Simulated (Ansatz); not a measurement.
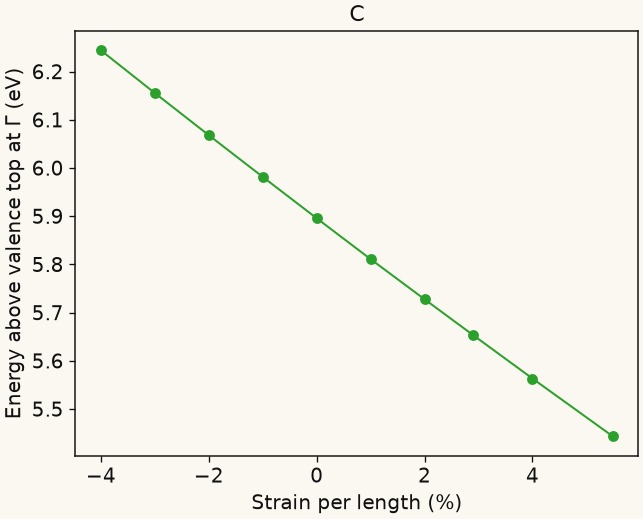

Lowest conduction level at Γ, counted from the valence-band top at Γ.

System: diamond-type C, space group Fd-3m (No. 227), 2 atoms in the primitive cell, relaxed with r2SCAN; unstrained, cubic a = 3.560 Å. All lengths are scaled by the strain listed; symmetry fixes the atoms. Points keep the names and reduced coordinates of the unstrained primitive cell. Ansatz 0.2.0; r2SCAN, Ansatz PAW set, no spin polarisation, no spin-orbit coupling, 12×12×12 k mesh, 500 eV cutoff, fixed occupations.

Question: How does this level move from −4 % to +5.49 %?

Answer: Γ falls by 0.80 eV.

Question: How fast does it move with strain?

Answer: A straight line through the points has a slope of −84 at Γ (meV for each 1 % of strain).

The values:
| strain | Γ (eV) |
| --- | --- |
| −4 % | 6.24 |
| −3 % | 6.16 |
| −2 % | 6.07 |
| −1 % | 5.98 |
| 0 % | 5.90 |
| +1 % | 5.81 |
| +2 % | 5.73 |
| +2.89 % | 5.65 |
| +4 % | 5.56 |
| +5.49 % | 5.44 |

The smallest gap over all k points computed is 4.67, 4.58, 4.51, 4.43, 4.36, 4.29, 4.22, 4.17, 4.09 and 4.00 eV in turn; it lies up to 1.58 eV under the lowest value plotted. The PAW data sets were made with another functional. LDA, GGA and most meta-GGA functionals understate gaps. Diamond is metastable; the stable form of carbon is graphite. L is left out: the lowest level there has a kink along the series, as when two levels cross.
